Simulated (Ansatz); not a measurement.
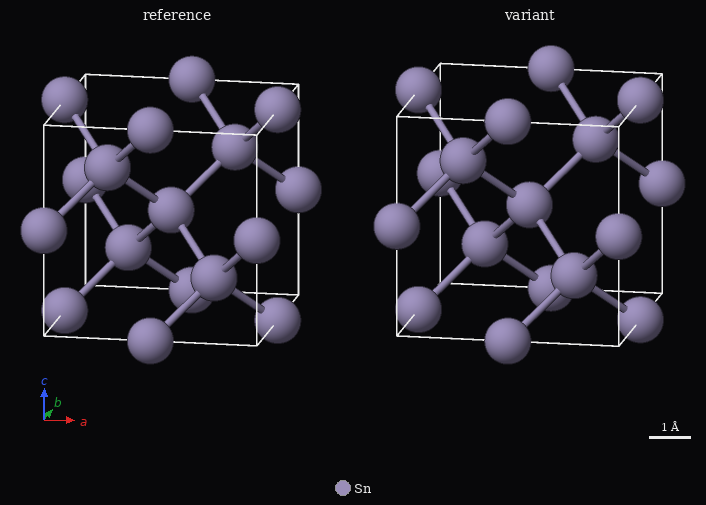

Left: a symmetric starting cell of Sn (made from another compound by putting Sn in place of C). Right: the same structure after one change, at the same scale. Style: ball-and-stick. Shown: the conventional cell (4 times the calculation's cell), slightly off an axis. Lengths and directions refer to the drawn axes.

Level of theory: Ansatz 0.2.0, DFT PBE, scalar-relativistic, plane waves, PAW. Settings: plane-wave cutoff 420 eV; k-point mesh 14 × 14 × 14; occupations gaussian; smearing width 0.1 eV; no spin polarisation.

Which change leads from the left to the right?

Answer. All lengths are scaled by +4.2 % (volume +13.0 %), the atoms keeping their fractional coordinates. No relaxation follows. The starting cell wasn't computed here and needn't be at equilibrium, so pressure and forces aren't due to the change alone.

How do the computed properties respond?

Answer. The pressure is 69.8 GPa (not all of it need come from the change, since the unchanged cell can be under pressure at this level too). All forces vanish by symmetry. Near-neighbour distances before and after: Sn–Sn 2.313 → 2.409 Å. The space group stays Fd-3m (No. 227).
